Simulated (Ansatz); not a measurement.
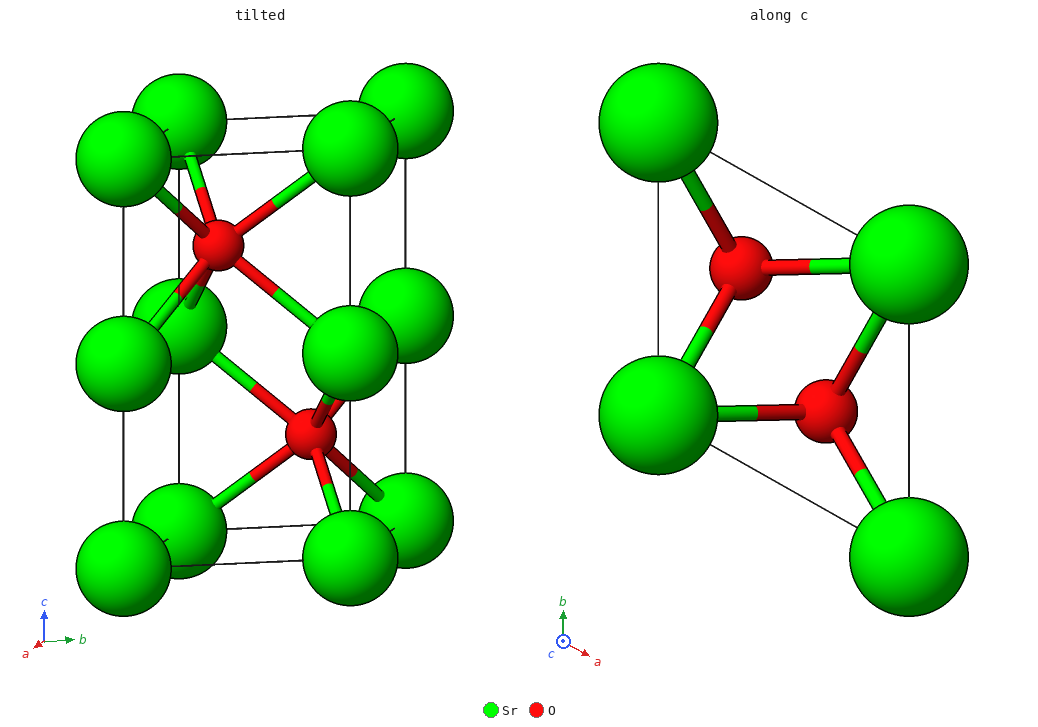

A ball-and-stick picture of a crystal structure, seen slightly off an axis and along the c axis. Thin lines show the unit cell, with boundary atoms drawn in all their periodic places.

SrO, a = 3.489 Å, b = 3.545 Å, c = 6.255 Å, α = 90.00°, β = 90.00°, γ = 119.48°. Strictly the space group is Cmcm (No. 63, within 0.01 Å). It is a distorted form of a primitive hexagonal structure, space group P6_3/mmc (No. 194) within 0.25 Å: nickel arsenide (NiAs) type. The initial geometry was a structure type filled with these elements by a generator (whether the compound takes this form wasn't checked). The cell was then strained or its atoms displaced on purpose. It went into a calculation with Ansatz.

This one geometry was computed with Ansatz (DFT, plane waves, PAW) at three levels of theory: PBE, HSE06 and r2SCAN. It was relaxed with r2SCAN and then strained.

Which level gives the highest pressure at this volume, and what does that say about its equilibrium volume?

Highest: PBE (3.8 GPa), which points to the largest equilibrium volume. Lowest, with the smallest volume: HSE06 (1.6 GPa) and r2SCAN (1.9 GPa). Levels within 0.5 GPa of each other can't be told apart.

How does the band gap change with the level of theory?

PBE: a gap of 3.42 eV, direct; r2SCAN: a gap of 3.95 eV, direct; HSE06: a gap of 4.94 eV, direct.

Collect the results in a table.

| level | cutoff (eV) | k-mesh of the run's cell | gap (eV) | pressure (GPa) |
| --- | --- | --- | --- | --- |
| PBE | 420 | 12×12×4 | 3.42 | 3.8 |
| HSE06 | 420 | 6×6×4 | 4.94 | 1.6 |
| r2SCAN | 500 | 12×12×4 | 3.95 | 1.9 |

Gaps are taken on the k-mesh or band path of each run.
